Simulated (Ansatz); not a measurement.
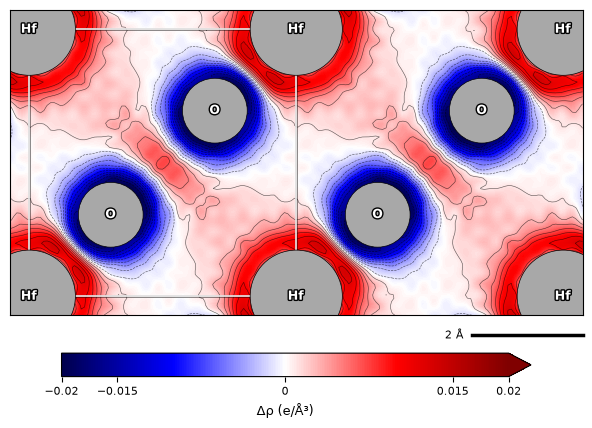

HfO2. Difference of the valence pseudo-densities of two functionals at the same geometry, on the (001) plane of the calculation cell: one of PBE and r2SCAN less the other.

Both computed with Ansatz (plane waves, PAW), on the same k-point mesh. Grey discs cover the atomic cores.

> Which was subtracted from which, and what does the map show?

It is PBE less r2SCAN. Against r2SCAN, PBE gives more density around Hf (+0.007 e/Å³ on average at 1.2 Å from the nucleus), less density around O (−0.013 e/Å³ on average at 0.7 Å from the nucleus) and a change of +0.010 e/Å³ at the midpoint of Hf–O.
